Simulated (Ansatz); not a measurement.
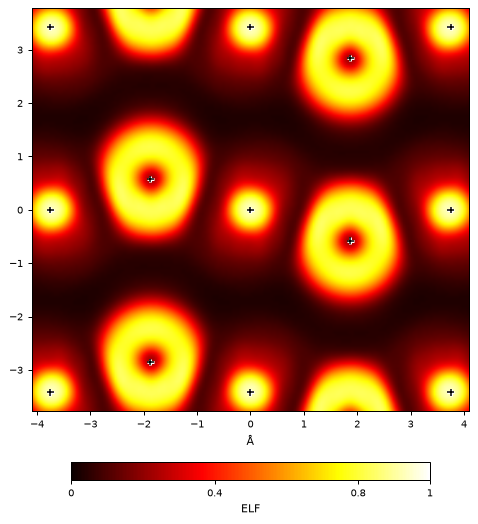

The electron localisation function on a plane through atoms (crosses mark nuclei in the plane).

Method: DFT r2SCAN, scalar-relativistic, plane waves, PAW in Ansatz.

Candidates:
A. TiNi, a = 2.99 Å, b = 2.99 Å, c = 2.99 Å, α = 90.00°, β = 90.00°, γ = 90.00°. Space group Pm-3m; a generated structure, not necessarily the stable one; computed without spin polarisation.
B. Si, a = 5.43 Å, b = 5.43 Å, c = 5.43 Å, α = 90.00°, β = 90.00°, γ = 90.00°. Space group Fd-3m; a generated structure, not necessarily the stable one.
C. CuO, a = 7.50 Å, b = 3.42 Å, c = 6.35 Å, α = 90.00°, β = 95.27°, γ = 90.00°. Space group C2/c; spin-polarised.

**Which candidate gave the map?**

Candidate C: CuO on the (001) plane of the cell of the magnetic structure, which holds Cu and O. Cu–O (1.96 Å): the ELF peaks at about 0.85 in the valence shell of O, 0.6 Å from its nucleus, and is about 0.20 at the midpoint: no localised pair shows between them.
